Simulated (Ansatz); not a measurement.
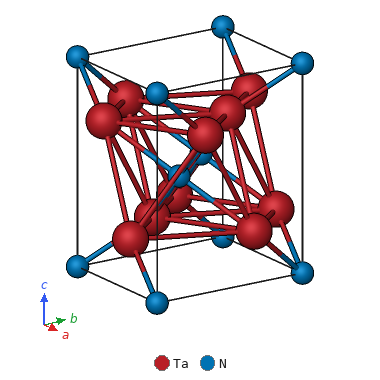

The system is Ta2N (P-31m, No. 162; 9 atoms in the cell); the picture shows the reference structure. The energy is mapped over a free internal coordinate and the cell. The first coordinate is: shift of Ta1 along [1 1 0] of the conventional cell, Cartesian (0.5 0.87 0), its symmetry partners moved as symmetry demands (measured in the relaxed cell); the second: c/a of the conventional cell at fixed volume. Nothing is relaxed (all other coordinates fixed). The grid has 9 × 9 points. Points are written as (first, second). Energies are in meV/atom, from the lowest grid point. All numbers below come from DFT PBE, scalar-relativistic, plane waves, PAW (Ansatz). Settings: cutoff 520 eV, k-mesh 9×9×8 in the order of the run's cell vectors, gaussian smearing 0.15 eV, no spin polarisation.

Its coordinates:

```yaml
crystal:
  lattice:
    - [5.31407, 0.00000, 0.00000]
    - [-2.65704, 4.60212, 0.00000]
    - [0.00000, 0.00000, 4.95565]
  atoms:
    - { symbol: Ta, position: [0.66707, 0.66707, 0.75285] }
    - { symbol: Ta, position: [0.00000, 0.33293, 0.75285] }
    - { symbol: Ta, position: [0.33293, 0.00000, 0.75285] }
    - { symbol: Ta, position: [0.33293, 0.33293, 0.24715] }
    - { symbol: Ta, position: [0.00000, 0.66707, 0.24715] }
    - { symbol: Ta, position: [0.66707, 0.00000, 0.24715] }
    - { symbol: N, position: [0.66667, 0.33333, 0.50000] }
    - { symbol: N, position: [0.33333, 0.66667, 0.50000] }
    - { symbol: N, position: [0.00000, 0.00000, 0.00000] }
```

The input of one point:

```yaml
crystal:
  lattice:
    - [5.3140726747, 0.0, 0.0]
    - [-2.6570363373, 4.6021219338, 0.0]
    - [0.0, 0.0, 4.9556489437]
  atoms:
    - { symbol: Ta, position: [0.6670723593, 0.6670723593, 0.7528547364] }
    - { symbol: Ta, position: [0.0, 0.3329276407, 0.7528547364] }
    - { symbol: Ta, position: [0.3329276407, 0.0, 0.7528547364] }
    - { symbol: Ta, position: [0.3329276407, 0.3329276407, 0.2471452636] }
    - { symbol: Ta, position: [0.0, 0.6670723593, 0.2471452636] }
    - { symbol: Ta, position: [0.6670723593, 0.0, 0.2471452636] }
    - { symbol: "N", position: [0.6666666667, 0.3333333333, 0.5] }
    - { symbol: "N", position: [0.3333333333, 0.6666666667, 0.5] }
    - { symbol: "N", position: [0.0, 0.0, 0.0] }
basis:
  ecutwfc: 520.0
kpoints:
  mp_grid: { grid: [9, 9, 8] }
hamiltonian:
  xc: pbe
  pseudopotentials: { kind: paw, azcp: { folder: soft_1 } }
scf:
  occupations: { method: gaussian, width: 0.15 }
output:
  forces: true
  stress: true
  eigenvalues: true
  write_density: true
  write_potential: true
  elf: true
  volumetric_format: npy
```

Range: shift of Ta1 along [1 1 0] of the conventional cell, Cartesian (0.5 0.87 0), its symmetry partners moved as symmetry demands (measured in the relaxed cell) from −0.250 to 0.250 Å; c/a of the conventional cell at fixed volume from 0.858 to 1.007.

Predict the map.

Answer. The lowest grid point is at (0.000 Å, 0.933). It is the only kind of minimum in the scanned range. The highest grid point, (0.250 Å, 1.007), lies 699 meV/atom above the lowest.

```
second ↓, first →  −0.250  −0.188  −0.125  −0.062  0.000  0.062  0.125  0.188  0.250
            1.007     520     307     156      67     41     81    194    395    699
            0.989     500     289     138      50     24     62    174    372    674
            0.970     485     275     126      38     11     47    157    353    653
            0.951     476     267     118      31      3     38    146    339    636
            0.933     471     264     116      30      0     33    140    330    624
            0.914     473     267     121      34      3     35    140    328    617
            0.895     481     277     132      45     13     44    147    332    617
            0.877     496     293     149      62     30     60    161    344    625
            0.858     518     317     173      86     55     85    184    363    640
```

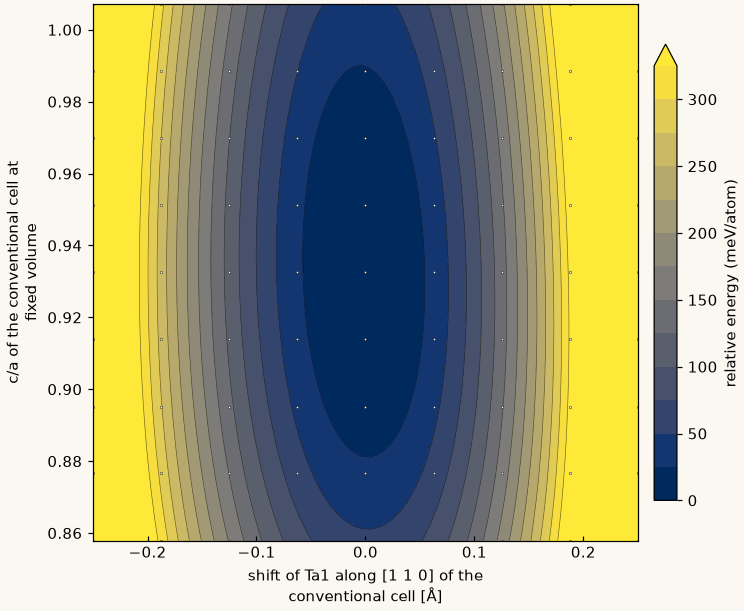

The picture shows filled contours, dots at the grid points, one colour for all values above the top of the scale. Between grid points the surface is interpolated.

Time for the 81 points that were run: 11 min on 4 threads of AMD EPYC 7B13 (Zen 3), with other jobs on the host.
